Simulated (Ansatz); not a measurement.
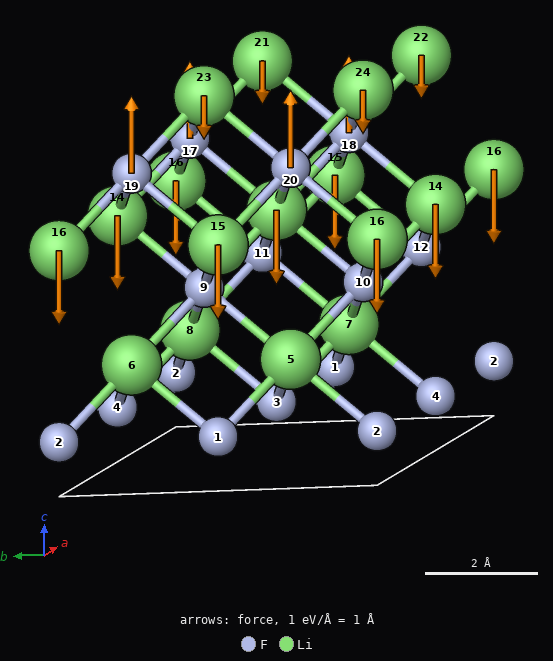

Starting geometry of a slab of composition LiF (cut from the Fm-3m phase) with the computed forces as orange arrows. The picture is a ball-and-stick view of the cell of the calculation, outlined in the plane, without the vacuum (origin shifted), seen from a free direction.

Case: clean slab, lower planes held. The slab is the (1 1 1) face of LiF. 12 atoms are held fixed.

These are results of DFT PBE, scalar-relativistic, plane waves, PAW (Ansatz 0.2.0), not measurements.

The input:
```yaml
crystal:
  lattice:
    - [5.7517025342, 0.0, 0.0]
    - [-2.8758512671, 4.9811205096, 0.0]
    - [0.0, 0.0, 21.8703068171]
  atoms:
    - { symbol: F, position: [0.1666666667, 0.3333333333, 0.3657927649] }
    - { symbol: F, position: [0.1666666667, 0.8333333333, 0.3657927649] }
    - { symbol: F, position: [0.6666666667, 0.3333333333, 0.3657927649] }
    - { symbol: F, position: [0.6666666667, 0.8333333333, 0.3657927649] }
    - { symbol: Li, position: [0.3333333333, 0.1666666667, 0.4194756589] }
    - { symbol: Li, position: [0.3333333333, 0.6666666667, 0.4194756589] }
    - { symbol: Li, position: [0.8333333333, 0.1666666667, 0.4194756589] }
    - { symbol: Li, position: [0.8333333333, 0.6666666667, 0.4194756589] }
    - { symbol: F, position: [0.5, 0.5, 0.473158553] }
    - { symbol: F, position: [0.5, 0.0, 0.473158553] }
    - { symbol: F, position: [0.0, 0.5, 0.473158553] }
    - { symbol: F, position: [0.0, 0.0, 0.473158553] }
    - { symbol: Li, position: [0.6666666667, 0.3333333333, 0.526841447] }
    - { symbol: Li, position: [0.6666666667, 0.8333333333, 0.526841447] }
    - { symbol: Li, position: [0.1666666667, 0.3333333333, 0.526841447] }
    - { symbol: Li, position: [0.1666666667, 0.8333333333, 0.526841447] }
    - { symbol: F, position: [0.8333333333, 0.6666666667, 0.5805243411] }
    - { symbol: F, position: [0.8333333333, 0.1666666667, 0.5805243411] }
    - { symbol: F, position: [0.3333333333, 0.6666666667, 0.5805243411] }
    - { symbol: F, position: [0.3333333333, 0.1666666667, 0.5805243411] }
    - { symbol: Li, position: [0.0, 0.5, 0.6342072351] }
    - { symbol: Li, position: [0.0, 0.0, 0.6342072351] }
    - { symbol: Li, position: [0.5, 0.5, 0.6342072351] }
    - { symbol: Li, position: [0.5, 0.0, 0.6342072351] }
basis:
  ecutwfc: 420
kpoints:
  mp_grid: { grid: [3, 3, 1] }
hamiltonian:
  xc: pbe
scf:
  occupations: { method: gaussian, width: 0.05 }
output:
  forces: true
  eigenvalues: true
  write_density: true
  write_potential: true
  elf: true
  volumetric_format: npy
relax:
  adjacent_minimum: "off"
  f_tol: 0.03
  max_steps: 70
  constraints: [{ sites: [0, 1, 2, 3, 4, 5, 6, 7, 8, 9, 10, 11] }]
efield:
  axis: 3
  dipole_correction: true
  ramp_width: 0.04
```

Run as
```bash
ansatz run input.yaml --threads 2 --pin off --max-ram 5120MiB --backend cpu --events-out ev --progress --plain --runs-dir out
```

What follows when this structure is relaxed?

It isn't relaxed: the largest force vector, on F atoms, is 1.44 eV/Å. The atoms end up moving mostly along the starting forces (cosine between the two patterns 0.89). Over 4 geometry steps the energy falls by 1.409 eV per cell of the calculation. The largest force component goes from 1.4 to 0.0086 eV/Å. The largest moves, 0.32 Å, are those of Li13, Li14, Li15 and Li16. Li13 goes along the normal (−c). By element the largest moves are Li 0.32 Å, F 0.11 Å. The cell stays as it was. Near-neighbour distances that change, for instance: Li13–F17 2.034 → 2.307 Å, F17–Li21 2.034 → 1.855 Å, F10–Li13 2.034 → 1.868 Å. Bond angles that change, for instance: Li13–F20–Li22 180.0° → 162.5°, F9–Li15–F18 180.0° → 163.3°, F18–Li15–F19 90.0° → 77.1°.
